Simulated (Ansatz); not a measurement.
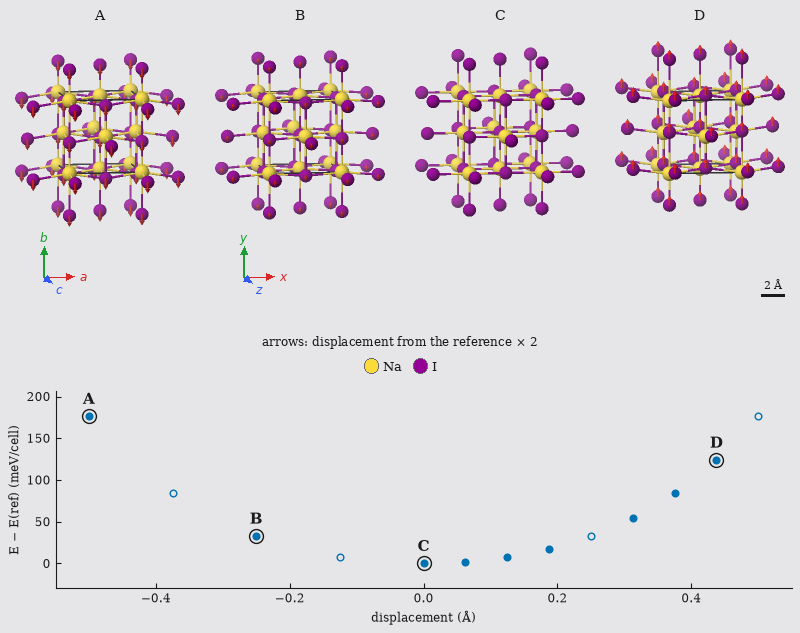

A scan of solid NaI (Fm-3m): the whole I sublattice is shifted rigidly, along Cartesian [0 1 0], all else fixed. The lettered frames are marked on the plot. Hollow markers are points alike by symmetry, not computed again. A ball-and-stick model of the conventional cell (4 times the calculation's cell), seen along the c axis, with a slight tilt. Red arrows: displacements from the reference. Lengths and directions refer to the drawn axes.

The calculation used Ansatz, DFT r2SCAN, scalar-relativistic, plane waves, PAW. (plane-wave cutoff 500 eV; k-point mesh 6 × 6 × 6; occupations gaussian; smearing width 0.05 eV; no spin polarisation). Energies (free energies at the smearing named) are counted from the cell as listed in its source, which wasn't relaxed.

Q: What does the scan show?

A: The lowest computed point lies at the displacement 0.00 Å (0.0 meV/cell). The curvature at zero is about 0.96 eV/Å² per cell. The well is symmetric. At the highest point the shortest interatomic distance is 2.74 Å, against 3.24 Å in the reference. The distortion takes the space group from Fm-3m to I4mm.
